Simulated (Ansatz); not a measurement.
**Energy of Rb along an even scaling of the cell**

System: Rb (1 atom in the cell).
Method: Kohn-Sham DFT of a periodic cell, PBE, Ansatz PAW, no spin polarisation (Ansatz 0.2.0).

The 5 runs differ only in the geometry, by an even scaling of the cell at fixed fractional positions. The structure derives from a Materials Project entry.

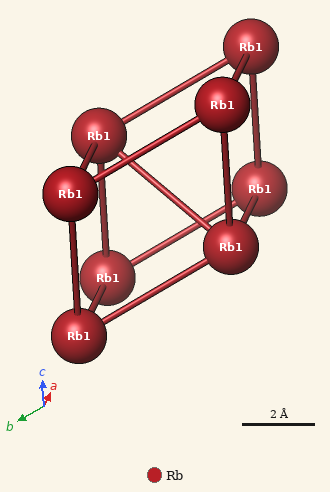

Figure 1. The structure of run 3 (ball-and-stick view of the cell of the calculation, seen at an oblique angle; atoms are numbered from 1 in the order of the input).

**Input of run 3**
```yaml
crystal:
  lattice:
    - [-2.9545118615, 2.9545118615, 2.7308451955]
    - [2.9545118615, -2.9545118615, 2.7308451955]
    - [2.9545118615, 2.9545118615, -2.7308451955]
  atoms:
    - { symbol: Rb, position: [0.0, 0.0, 0.0] }
hamiltonian:
  xc: pbe
  pseudopotentials: { kind: paw }
kpoints:
  mp_grid: { grid: [7, 7, 7] }
scf:
  occupations: { method: fermi_dirac, width: 0.05 }
output:
  forces: true
  stress: true
  eigenvalues: true
```

Command:
```bash
ansatz run input.yaml --threads 1 --pin off --max-ram 2560MiB --backend cpu --events-out ev --progress --plain --runs-dir out
```

Lattice vectors (Å) and fractional positions of run 3:
```
  -2.954512    2.954512    2.730845
   2.954512   -2.954512    2.730845
   2.954512    2.954512   -2.730845
Rb  0.000000  0.000000  0.000000
```

Run 4 differs from it as follows:
```diff
-    - [-2.9545118615, 2.9545118615, 2.7308451955]
-    - [2.9545118615, -2.9545118615, 2.7308451955]
-    - [2.9545118615, 2.9545118615, -2.7308451955]
+    - [-2.9740787355, 2.9740787355, 2.7489307901]
+    - [2.9740787355, -2.9740787355, 2.7489307901]
+    - [2.9740787355, 2.9740787355, -2.7489307901]
```

**Results, with one run withheld**

| run | volume per atom (Å³) | free energy per atom, from the lowest run given (meV) | pressure (GPa) |
| --- | --- | --- | --- |
| 1 | 89.631 | 0.12 | 0.04 |
| 2 | 91.538 | 0.00 | −0.02 |
| 3 | 95.352 | 1.71 | −0.12 |
| 4 | 97.259 | ? | ? |
| 5 | 99.166 | 5.63 | −0.21 |

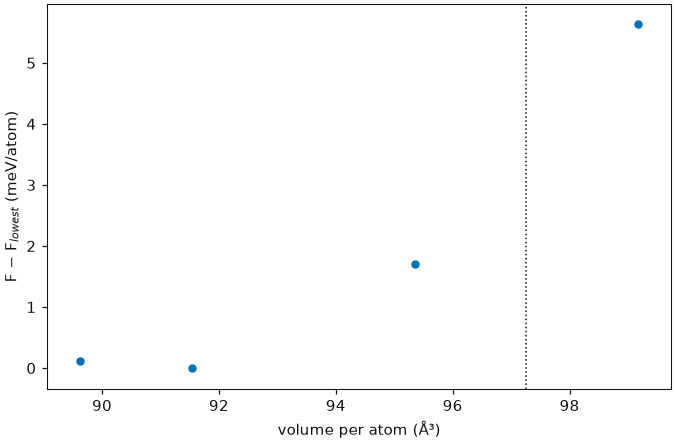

Figure 2. Free energy per atom of the runs given; the dotted line marks run 4.

Estimate the energy of run 4 from the others.

A quadratic polynomial in V^(−2/3) (the Birch–Murnaghan form), fitted to the 4 runs given, misses them by under 0.01 meV per atom. With x = V^(−2/3) − 0.04844 Å⁻², it reads F = 0.7209 − 1492 x + 7.3132e+05 x² (meV per atom). At run 4 it gives 3.42 meV per atom, and the run itself gives 3.42. The slope of the fit gives a pressure −dF/dV of −0.17 GPa there, and the run prints −0.17 GPa. The fit has its minimum at 90.911 Å³ per atom, where V d²F/dV² gives 2.8 GPa. Cell shape and fractional positions are held, so this is the stiffness under even scaling; the relaxed bulk modulus wasn't computed.

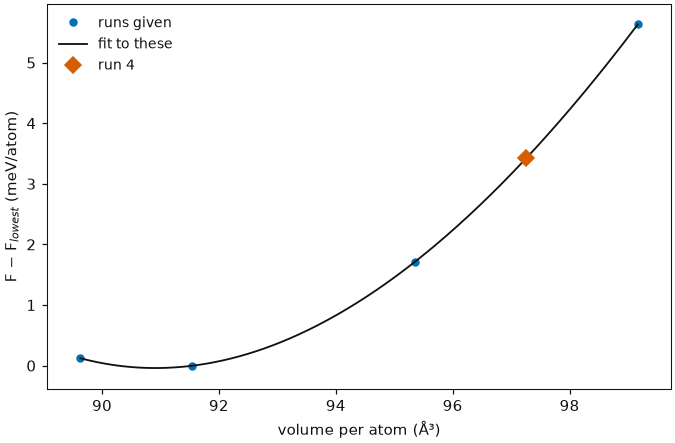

Figure 3. The fit and the withheld run.

**Output, shortened to warnings, some set-up lines, iterations and results (run 4)**
```
Basis set: ecut = 420 eV, 1909 PW (Γ), exchange–correlation on 72×72×72 points (8 copies of the dense FFT grid, shifted against one another)
Symmetry: 16 space group operations
k-points: 40 of 343
Initial density: superposition of atomic densities (neutral atoms: chi_scale 0, normalization atom), corrected by the library's trained network
[...]
SCF iter   1: F=—  HF=-3267.351906 eV  |F-HF|=—  |Δ(HF+E_count)|=         —  Δρ=2.01e-4  dr2=5.59e-5  ethr=1.77e-3  ⟨swp⟩=7.7  Hψ=3073  notcnv=0
SCF iter   2: F=—  HF=-3267.352813 eV  |F-HF|=—  |Δ(HF+E_count)|=   9.08e-4  Δρ=1.47e-4  dr2=3.77e-5  ethr=6.21e-7  ⟨swp⟩=3.2  Hψ=1016  notcnv=0
SCF iter   3: F=—  HF=-3267.352838 eV  |F-HF|=—  |Δ(HF+E_count)|=   2.49e-5  Δρ=6.55e-5  dr2=1.16e-5  ethr=4.18e-7  ⟨swp⟩=1.6  Hψ=384  notcnv=0
SCF iter   4: F=—  HF=-3267.352847 eV  |F-HF|=—  |Δ(HF+E_count)|=   8.58e-6  Δρ=2.14e-5  dr2=8.39e-7  ethr=1.29e-7  ⟨swp⟩=1.6  Hψ=384  notcnv=0
SCF iter   5: F=-3267.352848 eV  HF=-3267.352848 eV  |F-HF|=8.78e-8  |Δ(HF+E_count)|=   5.75e-7  Δρ=5.80e-6  dr2=7.66e-8  ethr=9.32e-9  ⟨swp⟩=1.6  Hψ=390  notcnv=0
SCF iter   6: F=-3267.352848 eV  HF=-3267.352848 eV  |F-HF|=1.10e-8  |Δ(HF+E_count)|=   8.79e-8  Δρ=2.81e-6  dr2=1.40e-8  ethr=8.52e-10  ⟨swp⟩=3.7  Hψ=1621  notcnv=0
SCF 1 converged in 6 iterations: F = -3267.352848 eV  dr2 = 1.40e-8
SCF converged after 6 iterations
Free energy (F): -3267.352848 eV
Harris-Foulkes:  -3267.352848 eV  (|F-HF|=1.10e-8)
Internal energy: -3267.345759 eV  (E = F + TS)
E sigma→0 (E₀):  -3267.349304 eV
Entropy (-TS):   -0.007088 eV (-7.088 meV/atom)
Fermi energy:    1.673301 eV
--- Per-component energies (eV) ---
  E_band       = -121.621047
  E_kinetic    = 190.599095
  E_local      = -722.381829  (includes V_loc(G=0)·N_el)
  E_nonlocal   = 173.525130
  E_hartree    = 204.313203
  E_xc         = -129.156684
  E_vxc        = -135.026698  (∫ρ·V_xc dr)
  E_paw        = -2618.010224  (= ΣΔE_a)
  E_vpaw       = -36.964058  (= ΣTr[D̂ρ^β])
  E_aug_tail   = -0.000001  (compensation charges beyond the density's cutoff)
  E_ewald      = -366.234451
  E_smearing   = -0.007088  (= −TS)
  E_closure    = 0.000000  (closes the sum)
  Σ components = -3267.352848   (vs F -3267.352848, Δ=0.00e0)
--- Forces (eV/Å), atoms counted from 1 ---
  atom   1  Rb    -0.00000000     0.00000000    -0.00000000
  max |Σ_I F_I| component: 2.47e-32 eV/Å
--- Stress (GPa, compression-positive) ---
       -0.151010      -0.000000       0.000000
       -0.000000      -0.151010      -0.000000
        0.000000      -0.000000      -0.193967
  P = ⅓ Tr σ = -0.1653 GPa (-1.653 kbar)
```
